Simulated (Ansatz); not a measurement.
## Single-point calculation of WS2

System: WS2 (P-3m1, 6 atoms in the cell).
Method: DFT LDA, scalar-relativistic, plane waves, PAW, PAW set soft_1, no spin polarisation (Ansatz 0.2.0).

The structure derives from a Materials Project entry.

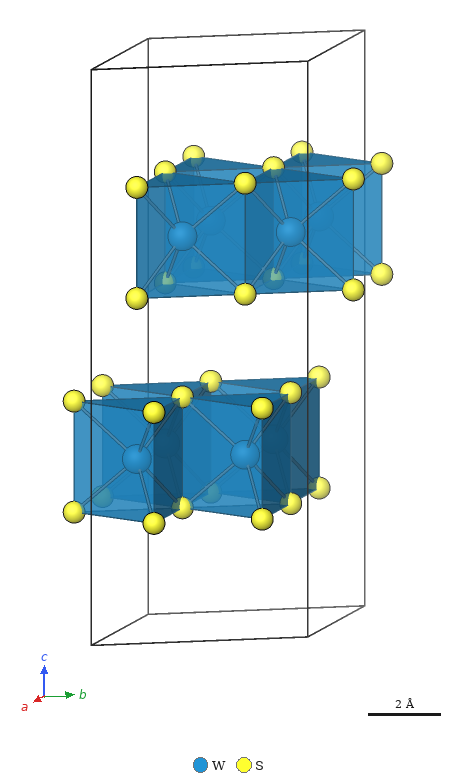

The structure (polyhedral view of the 2 × 2 repeat of the cell, with the vacuum cut short, seen slightly off an axis; polyhedra are completed across the faces of the cell). An atom can appear more than once, as a periodic image.

Key numbers

| quantity | value |
| --- | --- |
| outcome | converged |
| space group (tolerance 0.01 Å) | P-3m1 (164) |
| electrons treated | 52 |
| free energy | −23744.9491 eV |
| Fermi energy | 4.145 eV |
| gap on the k-point mesh | 1.34 eV |
| pressure | −0.01 GPa |
| largest force (length of the vector) | 0.003 eV/Å |
| hardware | 2 threads of Arm Neoverse N1, 98 GiB of memory available, shared host |
| wall time | 20 s (CPU time 38 s) |
| peak memory | 0.5 GiB |

The program warns: the PAW datasets were made with another functional; the exchange-correlation potential is rough where the density is thin. Spin–orbit coupling is left out, which matters for W.

Input
```yaml
crystal:
  lattice:
    - [3.1264167816, 0.0, 0.0]
    - [-1.5632083908, 2.7075563557, 0.0]
    - [0.0, 0.0, 23.3425741786]
  atoms:
    - { symbol: W, position: [0.3333333333, 0.6666666667, 0.630275736] }
    - { symbol: W, position: [0.6666666667, 0.3333333333, 0.369724264] }
    - { symbol: S, position: [0.3333333333, 0.6666666667, 0.3028928957] }
    - { symbol: S, position: [0.6666666667, 0.3333333333, 0.5633280735] }
    - { symbol: S, position: [0.3333333333, 0.6666666667, 0.4366719265] }
    - { symbol: S, position: [0.6666666667, 0.3333333333, 0.6971071043] }
basis:
  ecutwfc: 420
kpoints:
  mp_grid: { grid: [12, 12, 2] }
hamiltonian:
  xc: lda
  pseudopotentials: { kind: paw, azcp: { folder: soft_1 } }
scf:
  occupations: { method: gaussian, width: 0.05 }
output:
  forces: true
  stress: true
  eigenvalues: true
  write_density: true
  write_potential: true
  elf: true
  volumetric_format: npy
```

Run as:
```bash
ansatz run input.yaml --threads 2 --pin off --max-ram 4096MiB --backend cpu --events-out ev --progress --plain --runs-dir out
```

Log
```
Warning: [file] the record states the generating functional pbe (its physics header spells it `PBE`), which answers neither for hamiltonian.xc's functional nor for the lda family's — results may be inconsistent (PPs are generated against a specific XC)
Warning: [file] the record states the generating functional pbe (its physics header spells it `PBE`), which answers neither for hamiltonian.xc's functional nor for the lda family's — results may be inconsistent (PPs are generated against a specific XC)
Engine: ansatz 0.2.0, aarch64-unknown-linux-gnu
Pseudopotentials: kind: paw
Pseudopotential: W, paw, valence charge 14, recommended cutoff 420 eV (normal), [file]
Pseudopotential: S, paw, valence charge 6, recommended cutoff 420 eV (normal), [file]
Functional definition: SPW92
  exchange = slater_x
  correlation = pw_c
Crystal: 6 atoms, lattice volume = 197.594 Å³
Basis set: ecut = 420 eV, 3847 PW (Γ)
Bands: 32, of which v1, the nominal top of the filled ones, is band 26 counted from 1 (25 counted from 0)
Symmetry: 12 space group operations
Space group: P-3m1 (ITA 164), of the structure as read, at distance tolerance 5.8e-5 Å
k-points: 38 of 288
Non-local potential: W, projectors of the file, l = 0: 3, l = 1: 2, l = 2: 2, l = 3: 1
Non-local potential: S, projectors of the file, l = 0: 2, l = 1: 2, l = 2: 1
PAW form: soft (Blöchl's): semilocal exchange-correlation on the pseudo side does not see the compensation charge
PAW frozen core: W, regenerated for the run's functional, and the local potential with it (the file was generated under x = pbe(κ = 0.804, μ = 0.2195149727645171), c = pbe(β = 0.06672455060314922))
PAW frozen core: S, regenerated for the run's functional, and the local potential with it (the file was generated under x = pbe(κ = 0.804, μ = 0.2195149727645171), c = pbe(β = 0.06672455060314922))
PAW one-centre angular grid: W, 590 points (default); XC on 64 Gauss nodes
PAW one-centre angular grid: S, 110 points (default); XC on 64 Gauss nodes
Initial density: superposition of atomic densities (neutral atoms: chi_scale 0, normalization atom)
Initial wavefunctions: pseudopotential atomic-orbital guess
Functional: x = slater, c = lda
SCF iter   1: F=—  HF=-23745.861971 eV  |F-HF|=—  |Δ(HF+E_count)|=         —  Δρ=3.24e-2  dr2=2.52e0  ethr=3.10e-3  ⟨swp⟩=10.3  Hψ=7471  notcnv=0
preconditioner: auto → none  [insulator: Δε(μ)=1.367 eV  Ē_g=8.781 eV  σ=0.050 eV  W_gap=1.00  n_scr=16 (ndim 8)  ℏωp=15.8 eV  f_vac=0.460  D(μ)=0.00/eV (n_scr^D=0)  ε∞_Penn≈4.3]
SCF iter   2: F=—  HF=-23745.018266 eV  |F-HF|=—  |Δ(HF+E_count)|=   8.44e-1  Δρ=1.22e-2  dr2=2.55e-1  ethr=3.10e-3  ⟨swp⟩=3.8  Hψ=3186  notcnv=0  defer=46
SCF iter   3: F=—  HF=-23745.033276 eV  |F-HF|=—  |Δ(HF+E_count)|=   1.50e-2  Δρ=8.28e-3  dr2=6.84e-1  ethr=4.91e-4  ⟨swp⟩=4.6  Hψ=2676  notcnv=0  defer=52  recentre
SCF iter   4: F=—  HF=-23745.002358 eV  |F-HF|=—  |Δ(HF+E_count)|=   3.09e-2  Δρ=6.30e-3  dr2=5.15e-1  ethr=4.91e-4  ⟨swp⟩=4.5  Hψ=2644  notcnv=0  defer=46
SCF iter   5: F=—  HF=-23744.960010 eV  |F-HF|=—  |Δ(HF+E_count)|=   4.23e-2  Δρ=3.11e-3  dr2=8.28e-2  ethr=4.91e-4  ⟨swp⟩=3.8  Hψ=2300  notcnv=0  defer=48
SCF iter   6: F=—  HF=-23744.949526 eV  |F-HF|=—  |Δ(HF+E_count)|=   1.05e-2  Δρ=7.23e-4  dr2=1.07e-3  ethr=1.59e-4  ⟨swp⟩=2.9  Hψ=1845  notcnv=0  defer=48
SCF iter   7: F=—  HF=-23744.949238 eV  |F-HF|=—  |Δ(HF+E_count)|=   2.88e-4  Δρ=2.19e-4  dr2=2.93e-4  ethr=2.06e-6  ⟨swp⟩=3.3  Hψ=2389  notcnv=0  defer=48
SCF iter   8: F=—  HF=-23744.949191 eV  |F-HF|=—  |Δ(HF+E_count)|=   4.67e-5  Δρ=6.88e-5  dr2=1.26e-5  ethr=5.64e-7  ⟨swp⟩=2.0  Hψ=1466  notcnv=0  defer=48
SCF iter   9: F=—  HF=-23744.949104 eV  |F-HF|=—  |Δ(HF+E_count)|=   8.72e-5  Δρ=9.07e-6  dr2=2.13e-7  ethr=2.42e-8  ⟨swp⟩=3.1  Hψ=2705  notcnv=0  defer=48
SCF iter  10: F=-23744.949104 eV  HF=-23744.949104 eV  |F-HF|=2.75e-9  |Δ(HF+E_count)|=   3.68e-8  Δρ=2.06e-6  dr2=5.18e-9  ethr=1.92e-10  ⟨swp⟩=21.1  Hψ=11745  notcnv=0
SCF 1 converged in 10 iterations: F = -23744.949104 eV  dr2 = 5.18e-9
  greatest PAW one-centre occupation: 0.999 electrons in one spin orbital (limit 2), on the W atom at site 1 (counted from 0), in its partial waves of l = 0
```

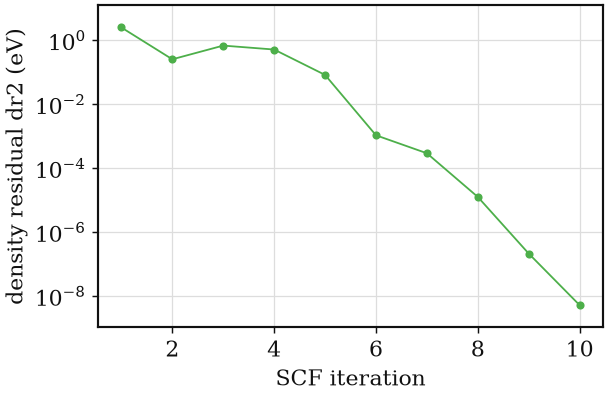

Convergence of the self-consistent field: density residual dr2 against the SCF iteration. The residual comes down, with one marked jump up, by a factor of about 2.5, at step 3.

```
WARN: The output density's exchange-correlation potential varies sharply where the density is thin. Do not read a vacuum level from v_tot or v_xc, or from such a field of the output density. On a cell that repeats whose density bears no net charge and no dipole along the vacuum's axis use v_es (v_loc + v_h of the components); under efield.dipole_correction with no amplitude use v_es + v_field, which holds any external_charges[].barrier, or the levels of the report's work_function block, which leave it out; under a non-zero efield.amplitude the vacuum is tilted and has no level; on a cell that repeats and bears such a dipole with no correction it is tilted too, and efield.dipole_correction with no amplitude gives each side of its ramp a level where efield: is served; in a cell that repeats whose density bears a net charge (total_charge, or a fill off its count) it is curved and has none; of a slab under crystal.periodic whose density bears no net charge use v_es, which has a level on each side, short of where the two are joined; of another it falls or rises all the way out and has none; of a slab beside external_charges read slab_vacuum_level instead, which it has where they leave it neutral. The grid or the basis barely resolves most such structure, and the values can differ between equally converged runs; as a rule a tighter scf.convergence.dr2_threshold does not remove it. Where the density itself ripples (under the LDA too) a higher basis.ecutwfc lessens it. The files hold the spikes' plane waves up to the density's cutoff. Files: v_tot_of_output_density and the like, and their columns of v_z.tsv (output.write_potential); v_xc_of_output_density and the like, and their columns of v_comp_z.tsv (output.write_potential_components). Measured: with its Gaussian average of σ = 0.25 Å subtracted twice, the exchange-correlation potential is over 0.1 eV at 118 of the grid points where the equally averaged density (valence and model cores) is under 1e-3 e/Å³, and 0.271 eV at the most among them, at an averaged density of 1.2e-5 e/Å³. The input density's (outcome.potential() and, of a run that writes arrays, v_tot and v_xc) is over 0.1 eV, so measured, at 118 points of its own thin density, 0.271 eV at the most. See output.write_potential in the manual, Limitations
SCF converged after 10 iterations
Free energy (F): -23744.949104 eV
Harris-Foulkes:  -23744.949104 eV  (|F-HF|=2.75e-9)
Internal energy: -23744.949104 eV  (E = F + TS)
E sigma→0 (E₀):  -23744.949104 eV
Fermi energy:    4.145112 eV
--- Per-component energies (eV) ---
  E_band       = -790.176360
  E_kinetic    = 1276.296656
  E_local      = -33160.587325  (includes V_loc(G=0)·N_el)
  E_nonlocal   = 103.912354
  E_hartree    = 16082.500117
  E_xc         = -887.636792
  E_vxc        = -798.836709  (∫ρ·V_xc dr)
  E_paw        = -18956.854708  (= ΣΔE_a)
  E_vpaw       = -375.965771  (= ΣTr[D̂ρ^β])
  E_aug_tail   = 0.000302  (compensation charges beyond the density's cutoff)
  E_ewald      = 11796.241002
  E_core_change = 1.179289  (= ΣΔE_core)
  E_smearing   = -0.000000  (= −TS)
  E_closure    = -0.000000  (closes the sum)
  Σ components = -23744.949104   (vs F -23744.949104, Δ=0.00e0)
--- Forces (eV/Å), atoms counted from 1 ---
  atom   1  W      0.00000000     0.00000000    -0.00301448
  atom   2  W      0.00000000    -0.00000000     0.00301448
  atom   3  S      0.00000000     0.00000000    -0.00002588
  atom   4  S     -0.00000000    -0.00000000    -0.00125611
  atom   5  S      0.00000000     0.00000000     0.00125611
  atom   6  S      0.00000000    -0.00000000     0.00002588
  max |Σ_I F_I| component: 9.25e-18 eV/Å
--- Stress (GPa, compression-positive) ---
       -0.010052       0.000000       0.000000
        0.000000      -0.010052      -0.000000
        0.000000      -0.000000      -0.017048
  P = ⅓ Tr σ = -0.0124 GPa (-0.124 kbar)
--- Band table (eV; the first three rows and the last of 38) ---
  k-point 0: bands = ["-70.7916", "-70.7916", "-35.0894", "-35.0893", "-34.8690", "-34.8690", "-34.8690", "-34.8690", "-11.9831", "-11.8461", "-10.2986", "-10.0422", "-3.8484", "-3.2500", "0.1609", "0.1609", "0.1684", "0.1684", "0.2306", "1.4246", "1.4589", "1.4589", "1.4890", "1.4890", "2.6715", "3.4780", "6.0624", "6.0624", "6.0778", "6.0778", "6.2200", "6.2200"]
  k-point 1: bands = ["-70.7916", "-70.7916", "-35.0894", "-35.0893", "-34.8690", "-34.8690", "-34.8690", "-34.8690", "-11.9831", "-11.8461", "-10.2986", "-10.0422", "-3.8484", "-3.2500", "0.1609", "0.1609", "0.1684", "0.1684", "0.2306", "1.4246", "1.4589", "1.4589", "1.4890", "1.4890", "2.6716", "3.4780", "6.0624", "6.0624", "6.0778", "6.0778", "6.2200", "6.2200"]
  k-point 2: bands = ["-70.7902", "-70.7902", "-35.0842", "-35.0842", "-34.8973", "-34.8973", "-34.8755", "-34.8755", "-11.8588", "-11.7216", "-10.2494", "-10.0010", "-3.7041", "-3.1054", "-0.1507", "-0.1377", "-0.0107", "0.2829", "0.2938", "0.7711", "1.2643", "1.2973", "1.5453", "1.8772", "2.6615", "3.3194", "5.9489", "5.9575", "5.9700", "6.0326", "6.0754", "6.2071"]
  k-point 37: bands = ["-70.7669", "-70.7669", "-35.1746", "-35.1746", "-35.1339", "-35.1339", "-35.0023", "-35.0023", "-9.2150", "-9.2150", "-9.1766", "-9.1766", "-3.0222", "-2.9261", "-2.5064", "-2.5064", "-1.6639", "-1.5178", "-0.9259", "-0.9259", "-0.2680", "-0.2680", "0.6817", "0.6817", "2.9584", "3.0865", "5.0218", "5.0218", "5.9314", "6.6451", "7.1970", "7.1970"]
```

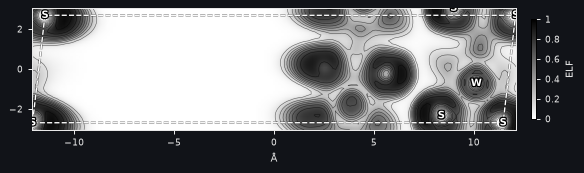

Electron localisation function on the (111) plane of the conventional cell. Atoms in the plane: W and S. W–S (2.39 Å): the ELF is about 0.50 at the midpoint. The strong features right at W lie inside the PAW spheres (semicore, d or f shells) and say nothing about bonding. Core electrons are frozen (PAW), so the fields are smoothed inside the atomic spheres.

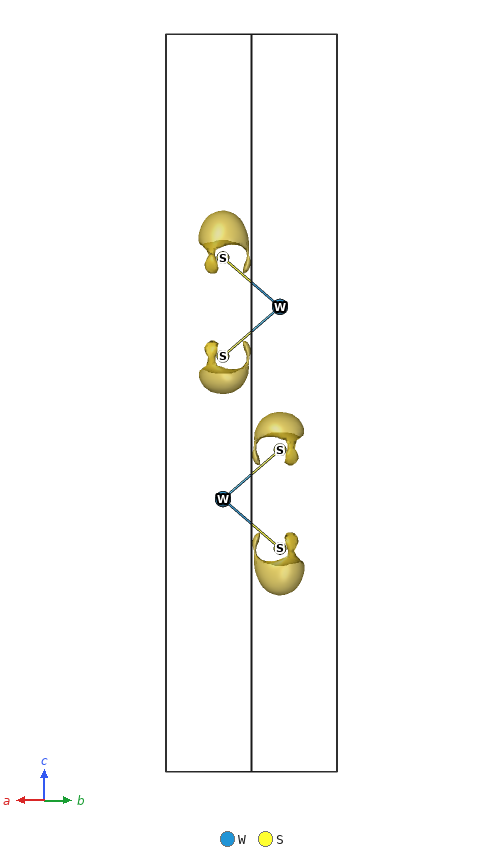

Isosurface of the ELF at 0.85 (yellow), seen along [110]. Only the valence region is drawn (cores and ρ < 0.01 e/Å³ removed). Sticks mark near contacts. The outline is the cell set on symmetry axes. Values along the shortest contacts: W–S (2.39 Å): the ELF is about 0.50 at the midpoint.
